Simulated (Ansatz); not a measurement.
A series of calculations on ZrO2

Part 1: Vibrations

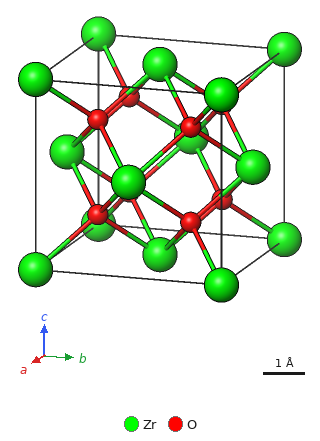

Normal modes of a crystal of ZrO$_{2}$ relaxed at 30 GPa, space group Fm-3m (No. 225), at the zone centre. Style: ball-and-stick. Shown: the conventional cell (4 times the calculation's cell), slightly off an axis. Lengths and directions refer to the drawn axes.

Theory: DFT PBEsol, scalar-relativistic, plane waves, PAW in Ansatz 0.2.0.

Input
```yaml
crystal:
  lattice:
    - [0.0, 2.4521049772, 2.4521049772]
    - [2.4521049772, 0.0, 2.4521049772]
    - [2.4521049772, 2.4521049772, 0.0]
  atoms:
    - { symbol: Zr, position: [0.0, 0.0, 0.0] }
    - { symbol: O, position: [0.25, 0.25, 0.25] }
    - { symbol: O, position: [0.75, 0.75, 0.75] }
basis:
  ecutwfc: 420
kpoints:
  mp_grid: { grid: [8, 8, 8] }
hamiltonian:
  xc: pbesol
scf:
  occupations: { method: fixed }
output:
  eigenvalues: true
phonons:
  method: dfpt
  dielectric: true
  rigid_motions: translations
  eigenvectors: true
```

Run as
```bash
ansatz run input.yaml --threads 1 --pin off --max-ram 1228MiB --backend cpu --events-out ev --progress --plain --runs-dir out
```

Frequencies are those without the non-analytic (LO–TO) term.

### Give the spectrum at this point.

The calculation's cell holds 3 atoms, so there are 6 optical modes, in 2 levels. The optical modes span T₁u + T₂g. No level is unstable.

| level | symmetry | frequency (cm⁻¹) | activity |
| --- | --- | --- | --- |
| 1 | T₁u | 349 | infrared-active |
| 2 | T₂g | 652 | Raman-active |

The modes drawn as arrows (one member of each degenerate set):

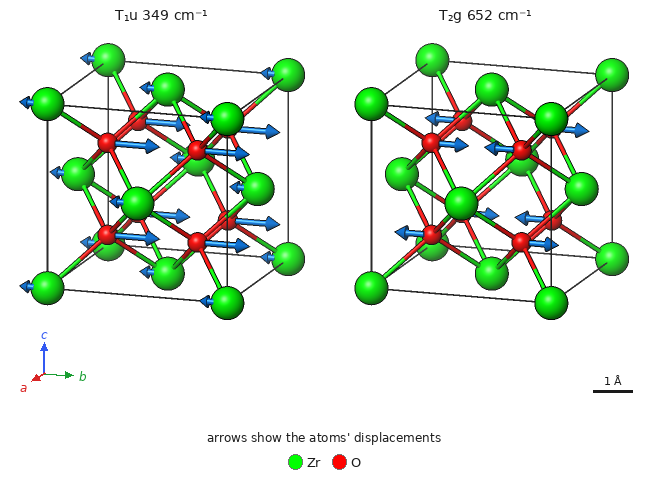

Part 2: One mode

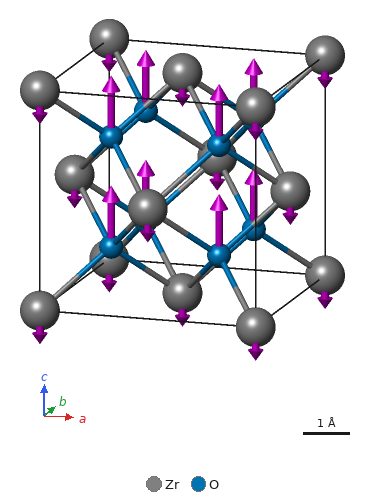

One vibrational mode of a crystal of ZrO2 relaxed at 9 GPa at the zone centre. The purple arrows are the displacements of the atoms (eigenvector over the root of the mass), of arbitrary overall length and sign. A ball-and-stick model of the conventional cell (4 times the calculation's cell), seen slightly off an axis. Lengths and directions refer to the drawn axes.

Method: Ansatz 0.2.0, DFT PBEsol, scalar-relativistic, plane waves, PAW. Settings: plane-wave cutoff 420 eV; k-point mesh 8 × 8 × 8; occupations fixed; target pressure 9 GPa; no spin polarisation.

Frequencies are those without the non-analytic (LO–TO) term.

Give the symmetry, activity and frequency of this mode.

Answer. This is the T₁u mode (triply degenerate; one member of the set is drawn) at 35.0 meV, the lowest optical level, infrared-active by symmetry. The O sublattice moves against the Zr sublattice, along c; the kinetic energy is shared as O 74 %, Zr 26 %. Its infrared intensity is 97 (D/Å)²/amu for the set. The value is the transverse one; the longitudinal partner lies at 676 cm⁻¹.

Part 3: Softest mode

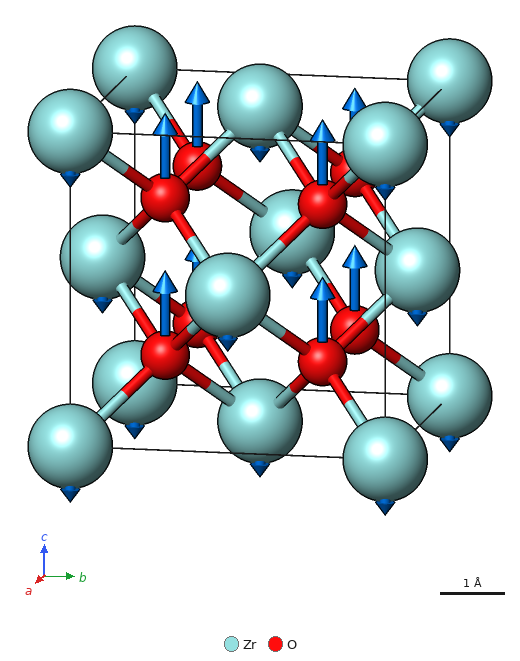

The lowest optical mode of a crystal of ZrO2 relaxed at 9 GPa, space group Fm-3m (No. 225), at the zone centre. The blue arrows are the displacements of the atoms (eigenvector over the root of the mass), of arbitrary overall length and sign. Style: ball-and-stick. Shown: the conventional cell (4 times the calculation's cell), slightly off an axis. Lengths and directions refer to the drawn axes.

Method: DFT PBE, scalar-relativistic, plane waves, PAW in Ansatz 0.2.0.

The input:
```yaml
crystal:
  lattice:
    - [0.0, 2.5279819575, 2.5279819575]
    - [2.5279819575, 0.0, 2.5279819575]
    - [2.5279819575, 2.5279819575, 0.0]
  atoms:
    - { symbol: Zr, position: [0.0, 0.0, 0.0] }
    - { symbol: O, position: [0.25, 0.25, 0.25] }
    - { symbol: O, position: [0.75, 0.75, 0.75] }
basis:
  ecutwfc: 420
kpoints:
  mp_grid: { grid: [8, 8, 8] }
hamiltonian:
  xc: pbe
scf:
  occupations: { method: fixed }
output:
  eigenvalues: true
phonons:
  method: dfpt
  dielectric: true
  rigid_motions: translations
  eigenvectors: true
```

Launched with:
```bash
ansatz run input.yaml --threads 1 --pin off --max-ram 1228MiB --backend cpu --events-out ev --progress --plain --runs-dir out
```

Frequencies are those without the non-analytic (LO–TO) term.

Question: Is this crystal at a minimum with respect to the drawn distortion?

Answer: Yes: this softest mode has a real frequency, and so have all others here. That speaks for this wave vector alone: the rest of the zone wasn't checked in this run. This is the T₁u mode (triply degenerate; one member of the set is drawn) at 259 cm⁻¹, the lowest optical level, infrared-active by symmetry. The O sublattice moves against the Zr sublattice, along c; the kinetic energy is shared as O 74 %, Zr 26 %. Its infrared intensity is 97 (D/Å)²/amu for the set. The value is the transverse one; the longitudinal partner lies at 660 cm⁻¹.
